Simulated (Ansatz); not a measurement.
Geometry relaxation of Ca (part 1 of 2)

The run: geometry relaxation of Ca (1 atom in the cell). Method and program: DFT, PBE, plane waves, PAW, no spin polarisation (Ansatz 0.2.0).

The structure is a generated one, with these elements put on the sites of a known structure type; it need not be a known phase.

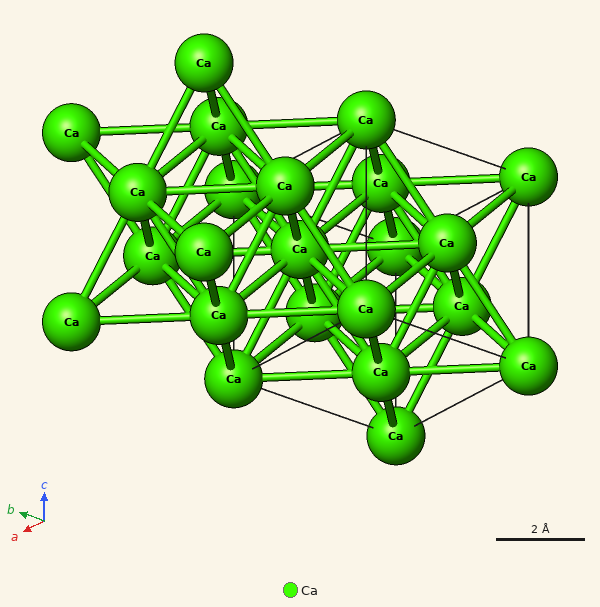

Figure 1. The starting structure (ball-and-stick view of the cell 4 times as large as that of the calculation, set on its symmetry axes, repeated 1 × 2 × 1, seen at an oblique angle). Near neighbours in the crystal (not all of them lie inside the picture): Ca has 12 Ca at 3.40 Å.

Input
```yaml
crystal:
  lattice:
    - [0.0, 2.406128, 2.406128]
    - [2.406128, 0.0, 2.406128]
    - [2.406128, 2.406128, 0.0]
  atoms:
    - { symbol: Ca, position: [0.0, 0.0, 0.0] }
  symmetry: { tolerance: 0.0003 }
kpoints:
  mp_grid: { grid: [6, 6, 6], shift: [0, 0, 0] }
magnetization:
  spin_polarized: false
scf:
  occupations: { method: fermi_dirac }
hamiltonian:
  pseudopotentials: { kind: paw }
  xc: pbe
basis:
  ecutwfc: 420
  ecutrho_ratio: 4
output:
  forces: true
  stress: true
  eigenvalues: true
  write_density: true
  write_potential: true
  elf: true
  volumetric_format: npy
relax:
  max_steps: 40
  cell: {}
```

Run on 1 thread of an x86-64 CPU, shared host.

Run as:
```bash
ansatz run input.yaml --threads 1 --pin off --max-ram 2560MiB --backend cpu --events-out ev --progress --plain --runs-dir out
```

Log
```
Engine: ansatz 0.2.0, x86_64-unknown-linux-gnu
Pseudopotentials: kind: paw
Pseudopotential: Ca, paw, valence charge 10, recommended cutoff 420 eV (normal), Ca.paw.azcp
Functional definition: PBE
  parameter kappa = 0.804
  parameter beta = 0.06672455060314922
  exchange = pbe_x(kappa = kappa, mu = beta*pi^2/3)
  correlation = pbe_c(beta = beta)
Crystal: 1 atoms, lattice volume = 27.860 Å³
Basis set: ecut = 420 eV, 537 PW (Γ), exchange–correlation on 48×48×48 points (8 copies of the dense FFT grid, shifted against one another)
Bands: 9, of which v1, the nominal top of the filled ones, is band 5 counted from 1 (4 counted from 0)
Symmetry: 48 space group operations
Space group: Fm-3m (ITA 225), of the structure as read, at distance tolerance 9.1e-4 Å
k-points: 16 of 216
Non-local potential: Ca, projectors of the file, l = 0: 3, l = 1: 2, l = 2: 2
PAW form: soft (Blöchl's): semilocal exchange-correlation on the pseudo side does not see the compensation charge
PAW one-centre angular grid: Ca, 110 points (default); XC on 64 Gauss nodes
Initial density: superposition of atomic densities (neutral atoms: chi_scale 0, normalization atom), corrected by the library's trained network
Initial wavefunctions: pseudopotential atomic-orbital guess
Functional: x = pbe(κ = 0.804, μ = 0.2195149727645171), c = pbe(β = 0.06672455060314922)
SCF iter   1: F=—  HF=-1816.404800 eV  |F-HF|=—  |Δ(HF+E_count)|=         —  Δρ=1.71e-3  dr2=6.53e-4  ethr=1.77e-3  ⟨swp⟩=5.9  Hψ=1144  notcnv=0
preconditioner: auto → none  [metal: Δε(μ)=0.180 eV  Ē_g=4.247 eV  σ=0.100 eV  W_gap=0.42  n_scr=8 (ndim 8)  ℏωp=9.9 eV  f_vac=0.000  D(μ)=1.22/eV (n_scr^D=14)  sad-step TF]
SCF iter   2: F=—  HF=-1816.404779 eV  |F-HF|=—  |Δ(HF+E_count)|=   2.12e-5  Δρ=1.11e-3  dr2=3.31e-4  ethr=6.53e-6  ⟨swp⟩=2.0  Hψ=336  notcnv=0
SCF iter   3: F=—  HF=-1816.404904 eV  |F-HF|=—  |Δ(HF+E_count)|=   1.25e-4  Δρ=4.51e-4  dr2=5.47e-5  ethr=3.31e-6  ⟨swp⟩=3.0  Hψ=239  notcnv=0
SCF iter   4: F=—  HF=-1816.404880 eV  |F-HF|=—  |Δ(HF+E_count)|=   2.40e-5  Δρ=1.67e-4  dr2=6.98e-6  ethr=5.47e-7  ⟨swp⟩=2.6  Hψ=229  notcnv=0
SCF iter   5: F=—  HF=-1816.404880 eV  |F-HF|=—  |Δ(HF+E_count)|=   3.87e-7  Δρ=1.10e-4  dr2=3.55e-6  ethr=6.98e-8  ⟨swp⟩=2.0  Hψ=233  notcnv=0
SCF iter   6: F=—  HF=-1816.404879 eV  |F-HF|=—  |Δ(HF+E_count)|=   1.52e-6  Δρ=4.63e-5  dr2=6.30e-7  ethr=3.55e-8  ⟨swp⟩=2.4  Hψ=224  notcnv=0
SCF iter   7: F=-1816.404878 eV  HF=-1816.404878 eV  |F-HF|=2.44e-8  |Δ(HF+E_count)|=   3.14e-7  Δρ=9.41e-6  dr2=2.63e-8  ethr=1.00e-9  ⟨swp⟩=5.3  Hψ=773  notcnv=0
SCF 1 converged in 7 iterations: F = -1816.404878 eV  dr2 = 2.63e-8
  greatest PAW one-centre occupation: 0.996 electrons in one spin orbital (limit 2), on the Ca atom at site 0 (counted from 0), in its partial waves of l = 0
relax step   1: F+E_penalty+E_count = -1816.40487818 eV  Δ(F+E_penalty+E_count) = +0.000e0 eV  max|allowed force component| = 0.000e0 eV/Å  Δτ_max = 0.0000 Å  P = +13.791 GPa  Ω = 27.860 Å³  (7 SCF iters, dr2 threshold 1.00e-7 eV, accepted)
Crystal: 1 atoms, lattice volume = 32.137 Å³
Basis set: ecut = 420 eV, 609 PW (Γ), exchange–correlation on 48×48×48 points (8 copies of the dense FFT grid, shifted against one another)
Initial density: handed on by an earlier stage of this run
Initial wavefunctions: those handed on with the density
iter 1 solved again at ethr=2.20e-5 eV; its pass at ethr=3.10e-3 eV (dr2=2.20e-3 eV) is discarded
SCF iter   1: F=—  HF=-1816.678672 eV  |F-HF|=—  |Δ(HF+E_count)|=         —  Δρ=2.60e-3  dr2=2.20e-3  ethr=2.20e-5  ⟨swp⟩=1.1  Hψ=1291  notcnv=0
preconditioner: auto → none  [metal: Δε(μ)=0.175 eV  Ē_g=4.010 eV  σ=0.100 eV  W_gap=0.41  n_scr=8 (ndim 8)  ℏωp=9.3 eV  f_vac=0.000  D(μ)=1.38/eV (n_scr^D=14)]
SCF iter   2: F=—  HF=-1816.679036 eV  |F-HF|=—  |Δ(HF+E_count)|=   3.64e-4  Δρ=1.37e-3  dr2=5.91e-4  ethr=2.20e-5  ⟨swp⟩=1.0  Hψ=144  notcnv=0
SCF iter   3: F=—  HF=-1816.679191 eV  |F-HF|=—  |Δ(HF+E_count)|=   1.55e-4  Δρ=8.66e-5  dr2=1.07e-6  ethr=5.91e-6  ⟨swp⟩=1.0  Hψ=144  notcnv=0
SCF iter   4: F=—  HF=-1816.679190 eV  |F-HF|=—  |Δ(HF+E_count)|=   1.14e-6  Δρ=3.21e-5  dr2=8.90e-8  ethr=1.00e-9  ⟨swp⟩=9.4  Hψ=1123  notcnv=0
SCF iter   5: F=-1816.679190 eV  HF=-1816.679190 eV  |F-HF|=1.06e-9  |Δ(HF+E_count)|=   4.66e-9  Δρ=6.41e-6  dr2=3.09e-9  ethr=8.90e-10  ⟨swp⟩=4.9  Hψ=753  notcnv=0
SCF 2 converged in 5 iterations: F = -1816.679190 eV  dr2 = 3.09e-9
relax step   2: F+E_penalty+E_count = -1816.67918988 eV  Δ(F+E_penalty+E_count) = -2.743e-1 eV  max|allowed force component| = 0.000e0 eV/Å  Δτ_max = 0.0000 Å  P = +7.290 GPa  Ω = 32.137 Å³  energy of the carried Pulay correction = -1.653e-4 eV  (5 SCF iters, dr2 threshold 1.00e-7 eV, accepted)
Crystal: 1 atoms, lattice volume = 36.830 Å³
Basis set: ecut = 420 eV, 725 PW (Γ), exchange–correlation on 48×48×48 points (8 copies of the dense FFT grid, shifted against one another)
iter 1 solved again at ethr=2.27e-5 eV; its pass at ethr=3.10e-3 eV (dr2=2.27e-3 eV) is discarded
SCF iter   1: F=—  HF=-1816.822572 eV  |F-HF|=—  |Δ(HF+E_count)|=         —  Δρ=2.27e-3  dr2=2.25e-3  ethr=2.27e-5  ⟨swp⟩=1.2  Hψ=1310  notcnv=0
preconditioner: auto → none  [metal: Δε(μ)=0.153 eV  Ē_g=3.770 eV  σ=0.100 eV  W_gap=0.35  n_scr=8 (ndim 8)  ℏωp=8.7 eV  f_vac=0.000  D(μ)=1.62/eV (n_scr^D=14)]
SCF iter   2: F=—  HF=-1816.822815 eV  |F-HF|=—  |Δ(HF+E_count)|=   2.43e-4  Δρ=1.23e-3  dr2=5.88e-4  ethr=2.25e-5  ⟨swp⟩=1.0  Hψ=144  notcnv=0
SCF iter   3: F=—  HF=-1816.822957 eV  |F-HF|=—  |Δ(HF+E_count)|=   1.42e-4  Δρ=1.62e-4  dr2=7.94e-6  ethr=5.88e-6  ⟨swp⟩=1.0  Hψ=144  notcnv=0
SCF iter   4: F=—  HF=-1816.822955 eV  |F-HF|=—  |Δ(HF+E_count)|=   2.57e-6  Δρ=3.33e-5  dr2=9.76e-8  ethr=1.00e-9  ⟨swp⟩=7.4  Hψ=1227  notcnv=0
SCF iter   5: F=-1816.822955 eV  HF=-1816.822955 eV  |F-HF|=6.69e-9  |Δ(HF+E_count)|=   2.23e-8  Δρ=4.48e-6  dr2=7.23e-9  ethr=9.76e-10  ⟨swp⟩=5.0  Hψ=774  notcnv=0
SCF 3 converged in 5 iterations: F = -1816.822955 eV  dr2 = 7.23e-9
relax step   3: F+E_penalty+E_count = -1816.82295494 eV  Δ(F+E_penalty+E_count) = -1.438e-1 eV  max|allowed force component| = 0.000e0 eV/Å  Δτ_max = 0.0000 Å  P = +2.889 GPa  Ω = 36.830 Å³  energy of the carried Pulay correction = -3.218e-4 eV  (5 SCF iters, dr2 threshold 1.00e-7 eV, accepted)
Crystal: 1 atoms, lattice volume = 40.722 Å³
Basis set: ecut = 420 eV, 821 PW (Γ), exchange–correlation on 48×48×48 points (8 copies of the dense FFT grid, shifted against one another)
iter 1 solved again at ethr=1.32e-5 eV; its pass at ethr=3.10e-3 eV (dr2=1.32e-3 eV) is discarded
SCF iter   1: F=—  HF=-1816.861931 eV  |F-HF|=—  |Δ(HF+E_count)|=         —  Δρ=1.58e-3  dr2=1.30e-3  ethr=1.32e-5  ⟨swp⟩=1.6  Hψ=1316  notcnv=0
preconditioner: auto → none  [metal: Δε(μ)=0.118 eV  Ē_g=3.595 eV  σ=0.100 eV  W_gap=0.28  n_scr=8 (ndim 8)  ℏωp=8.2 eV  f_vac=0.000  D(μ)=1.79/eV (n_scr^D=14)]
SCF iter   2: F=—  HF=-1816.861994 eV  |F-HF|=—  |Δ(HF+E_count)|=   6.33e-5  Δρ=8.57e-4  dr2=3.17e-4  ethr=1.30e-5  ⟨swp⟩=1.4  Hψ=161  notcnv=0
SCF iter   3: F=—  HF=-1816.862069 eV  |F-HF|=—  |Δ(HF+E_count)|=   7.46e-5  Δρ=1.30e-4  dr2=6.88e-6  ethr=3.17e-6  ⟨swp⟩=1.0  Hψ=144  notcnv=0
SCF iter   4: F=—  HF=-1816.862075 eV  |F-HF|=—  |Δ(HF+E_count)|=   5.60e-6  Δρ=1.86e-5  dr2=3.65e-8  ethr=1.00e-9  ⟨swp⟩=7.5  Hψ=1225  notcnv=0
SCF iter   5: F=-1816.862075 eV  HF=-1816.862075 eV  |F-HF|=1.57e-9  |Δ(HF+E_count)|=   7.15e-9  Δρ=2.02e-6  dr2=1.73e-9  ethr=3.65e-10  ⟨swp⟩=5.3  Hψ=721  notcnv=0
SCF 4 converged in 5 iterations: F = -1816.862075 eV  dr2 = 1.73e-9
relax step   4: F+E_penalty+E_count = -1816.86207470 eV  Δ(F+E_penalty+E_count) = -3.912e-2 eV  max|allowed force component| = 0.000e0 eV/Å  Δτ_max = 0.0000 Å  P = +0.479 GPa  Ω = 40.722 Å³  energy of the carried Pulay correction = -4.356e-4 eV  (5 SCF iters, dr2 threshold 1.00e-7 eV, accepted)
Crystal: 1 atoms, lattice volume = 41.650 Å³
Basis set: ecut = 420 eV, 869 PW (Γ), exchange–correlation on 48×48×48 points (8 copies of the dense FFT grid, shifted against one another)
iter 1 solved again at ethr=6.51e-7 eV; its pass at ethr=3.10e-3 eV (dr2=6.51e-5 eV) is discarded
SCF iter   1: F=—  HF=-1816.863441 eV  |F-HF|=—  |Δ(HF+E_count)|=         —  Δρ=3.47e-4  dr2=6.38e-5  ethr=6.51e-7  ⟨swp⟩=2.1  Hψ=1273  notcnv=0
preconditioner: auto → none  [metal: Δε(μ)=0.107 eV  Ē_g=3.547 eV  σ=0.100 eV  W_gap=0.26  n_scr=8 (ndim 8)  ℏωp=8.1 eV  f_vac=0.000  D(μ)=1.82/eV (n_scr^D=14)]
SCF iter   2: F=—  HF=-1816.863449 eV  |F-HF|=—  |Δ(HF+E_count)|=   7.70e-6  Δρ=1.87e-4  dr2=1.45e-5  ethr=6.38e-7  ⟨swp⟩=2.1  Hψ=197  notcnv=0
SCF iter   3: F=—  HF=-1816.863452 eV  |F-HF|=—  |Δ(HF+E_count)|=   3.39e-6  Δρ=3.11e-5  dr2=4.30e-7  ethr=1.45e-7  ⟨swp⟩=1.0  Hψ=144  notcnv=0
SCF iter   4: F=-1816.863452 eV  HF=-1816.863452 eV  |F-HF|=1.30e-10  |Δ(HF+E_count)|=   5.92e-9  Δρ=3.43e-6  dr2=1.33e-9  ethr=1.00e-9  ⟨swp⟩=8.6  Hψ=1105  notcnv=0
SCF 5 converged in 4 iterations: F = -1816.863452 eV  dr2 = 1.33e-9
relax step   5: F+E_penalty+E_count = -1816.86345231 eV  Δ(F+E_penalty+E_count) = -1.378e-3 eV  max|allowed force component| = 0.000e0 eV/Å  Δτ_max = 0.0000 Å  P = +0.011 GPa  Ω = 41.650 Å³  energy of the carried Pulay correction = -4.609e-4 eV  (4 SCF iters, dr2 threshold 1.00e-7 eV, accepted)
Basis set: ecut = 420 eV, 869 PW (Γ), exchange–correlation on 54×54×54 points (8 copies of the dense FFT grid, shifted against one another)
Initial wavefunctions: pseudopotential atomic-orbital guess (no wavefunctions were taken with the density)
iter 1 solved again at ethr=1.09e-7 eV; its pass at ethr=3.10e-3 eV (dr2=1.09e-5 eV) is discarded
SCF iter   1: F=—  HF=-1816.868194 eV  |F-HF|=—  |Δ(HF+E_count)|=         —  Δρ=4.00e-4  dr2=1.26e-5  ethr=1.09e-7  ⟨swp⟩=3.3  Hψ=1559  notcnv=0
preconditioner: auto → none  [metal: Δε(μ)=0.105 eV  Ē_g=3.541 eV  σ=0.100 eV  W_gap=0.25  n_scr=8 (ndim 8)  ℏωp=8.1 eV  f_vac=0.000  D(μ)=1.83/eV (n_scr^D=14)]
SCF iter   2: F=—  HF=-1816.868201 eV  |F-HF|=—  |Δ(HF+E_count)|=   7.33e-6  Δρ=1.78e-4  dr2=1.72e-6  ethr=1.09e-7  ⟨swp⟩=2.0  Hψ=216  notcnv=0
SCF iter   3: F=—  HF=-1816.868210 eV  |F-HF|=—  |Δ(HF+E_count)|=   8.79e-6  Δρ=4.64e-5  dr2=1.11e-7  ethr=1.72e-8  ⟨swp⟩=2.0  Hψ=226  notcnv=0
SCF iter   4: F=—  HF=-1816.868208 eV  |F-HF|=—  |Δ(HF+E_count)|=   2.16e-6  Δρ=2.85e-6  dr2=1.09e-9  ethr=1.11e-9  ⟨swp⟩=2.5  Hψ=224  notcnv=0
SCF iter   5: F=-1816.868208 eV  HF=-1816.868208 eV  |F-HF|=1.14e-12  |Δ(HF+E_count)|=  9.67e-10  Δρ=8.66e-8  dr2=2.14e-12  ethr=1.00e-12  ⟨swp⟩=3.9  Hψ=636  notcnv=0
SCF 6 converged in 5 iterations: F = -1816.868208 eV  dr2 = 2.14e-12
relax step   6: F+E_penalty+E_count = -1816.86820778 eV  Δ(F+E_penalty+E_count) = -4.755e-3 eV  max|allowed force component| = 0.000e0 eV/Å  Δτ_max = 0.0000 Å  P = +0.228 GPa  Ω = 41.650 Å³  stress off target by 2.28e-1 GPa  SCF on the basis re-selected at this cell (its energy is not comparable with the rows above)  (5 SCF iters)
basis re-selected at this cell: Δ(F+E_penalty+E_count) = -4.755e-3 eV, ΔP = +0.217 GPa vs the last step (what re-selecting the basis moved, of the pressure what is left beyond the Pulay correction that the steps carried, after the strain that the cell walked since its last selection, with what the two solves' SCF thresholds leave and, on support functions, any second-order correction that the steps lacked; it is no measure of the basis error at this ecutwfc). The dense FFT grid was sized anew with the basis: this SCF ran on 27×27×27 points, the steps before it on 24×24×24, so part of this shift can come from that change (see relax.cell in the input reference). This SCF's stress stands 2.28e-1 GPa from its target on what of the cell is left free (relax.cell.stress_tol is 5.00e-2 GPa) and its largest allowed force component is 0.00e0 eV/Å (relax.f_tol is 1.00e-2 eV/Å): not within both, so this SCF does not close the relaxation
Crystal: 1 atoms, lattice volume = 42.099 Å³
iter 1 solved again at ethr=1.62e-7 eV; its pass at ethr=3.10e-3 eV (dr2=1.62e-5 eV) is discarded
SCF iter   1: F=—  HF=-1816.868560 eV  |F-HF|=—  |Δ(HF+E_count)|=         —  Δρ=1.50e-4  dr2=1.35e-5  ethr=1.62e-7  ⟨swp⟩=2.1  Hψ=1233  notcnv=0
preconditioner: auto → none  [metal: Δε(μ)=0.102 eV  Ē_g=3.524 eV  σ=0.100 eV  W_gap=0.25  n_scr=8 (ndim 8)  ℏωp=8.1 eV  f_vac=0.000  D(μ)=1.84/eV (n_scr^D=14)]
SCF iter   2: F=—  HF=-1816.868561 eV  |F-HF|=—  |Δ(HF+E_count)|=   1.36e-6  Δρ=8.13e-5  dr2=3.14e-6  ethr=1.35e-7  ⟨swp⟩=1.6  Hψ=166  notcnv=0
SCF iter   3: F=-1816.868562 eV  HF=-1816.868562 eV  |F-HF|=2.60e-8  |Δ(HF+E_count)|=   5.96e-7  Δρ=1.32e-5  dr2=7.71e-8  ethr=1.00e-9  ⟨swp⟩=6.3  Hψ=788  notcnv=0
SCF 7 converged in 3 iterations: F = -1816.868562 eV  dr2 = 7.71e-8
relax step   7: F+E_penalty+E_count = -1816.86856153 eV  Δ(F+E_penalty+E_count) = -3.537e-4 eV  max|allowed force component| = 0.000e0 eV/Å  Δτ_max = 0.0000 Å  P = +0.038 GPa  Ω = 42.099 Å³  energy of the carried Pulay correction = -1.769e-5 eV  (3 SCF iters, dr2 threshold 1.00e-7 eV, accepted)
iter 1 solved again at ethr=3.79e-8 eV; its pass at ethr=3.10e-3 eV (dr2=3.79e-6 eV) is discarded
SCF iter   1: F=—  HF=-1816.868583 eV  |F-HF|=—  |Δ(HF+E_count)|=         —  Δρ=2.33e-5  dr2=1.01e-7  ethr=3.79e-8  ⟨swp⟩=3.4  Hψ=1602  notcnv=0
preconditioner: auto → none  [metal: Δε(μ)=0.102 eV  Ē_g=3.522 eV  σ=0.100 eV  W_gap=0.24  n_scr=8 (ndim 8)  ℏωp=8.1 eV  f_vac=0.000  D(μ)=1.84/eV (n_scr^D=14)]
SCF iter   2: F=—  HF=-1816.868584 eV  |F-HF|=—  |Δ(HF+E_count)|=   5.99e-7  Δρ=1.05e-5  dr2=1.49e-8  ethr=1.01e-9  ⟨swp⟩=2.3  Hψ=219  notcnv=0
SCF iter   3: F=—  HF=-1816.868584 eV  |F-HF|=—  |Δ(HF+E_count)|=   3.14e-8  Δρ=2.71e-6  dr2=1.11e-9  ethr=1.49e-10  ⟨swp⟩=1.0  Hψ=144  notcnv=0
SCF iter   4: F=-1816.868584 eV  HF=-1816.868584 eV  |F-HF|=2.05e-12  |Δ(HF+E_count)|=   2.20e-9  Δρ=1.02e-7  dr2=1.42e-12  ethr=1.00e-12  ⟨swp⟩=4.6  Hψ=604  notcnv=0
SCF 8 converged in 4 iterations: F = -1816.868584 eV  dr2 = 1.42e-12
relax step   8: F+E_penalty+E_count = -1816.86858399 eV  Δ(F+E_penalty+E_count) = -2.247e-5 eV  max|allowed force component| = 0.000e0 eV/Å  Δτ_max = 0.0000 Å  P = +0.038 GPa  Ω = 42.099 Å³  stress off target by 3.82e-2 GPa  SCF on the basis re-selected at this cell (its energy is not comparable with the rows above)  (4 SCF iters)
```
